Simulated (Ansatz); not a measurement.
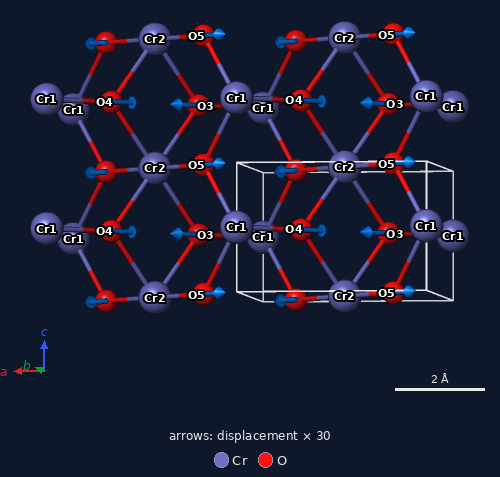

This is a relaxation of a crystal of CrO2 (a generated structure, set up in P4_2/mnm) (coarse preliminary run). The starting structure is drawn; blue arrows show the displacements (the part carried along by the change of the cell is left out), magnified 30 times.

A ball-and-stick model of the cell of the calculation, repeated 2 × 1 × 2 with one cell outlined, seen from a free direction.

Case: V → Cr on all its sites, cell and atoms relaxed.

The calculation used Ansatz, DFT PBE+U, scalar-relativistic, plane waves, PAW. (plane-wave cutoff 420 eV; k-point mesh 6 × 6 × 6; occupations gaussian; smearing width 0.1 eV; U Cr 3.7 eV; collinear spin; cell and atoms relaxed; force threshold 0.05 eV/Å; at most 60 steps)

Question: What happened in the run?

Answer: The energy falls by 41.1 meV per atom in 5 accepted moves (7 points after the start). Largest force component: 0.35 eV/Å at the start, 0.00068 eV/Å at the end. Pressure: 17.29 GPa at the start and 0.20 GPa at the end. The SCF was repeated twice at an unchanged geometry on a basis and grid sized afresh for the cell, which shifted the energy by 5.8 meV per atom at most. The largest moves relative to the cell, 0.028 Å, are those of O atoms. Cr stays in place. Cell: a = b 4.342 → 4.478 Å (+3.1 %), c 2.931 → 2.971 Å (+1.4 %). Volume +7.8 %. Among the contacts that change: Cr–O 1.836 → 1.921 Å, Cr–O 1.916 → 1.938 Å. The space group stays P4_2/mnm (No. 136).
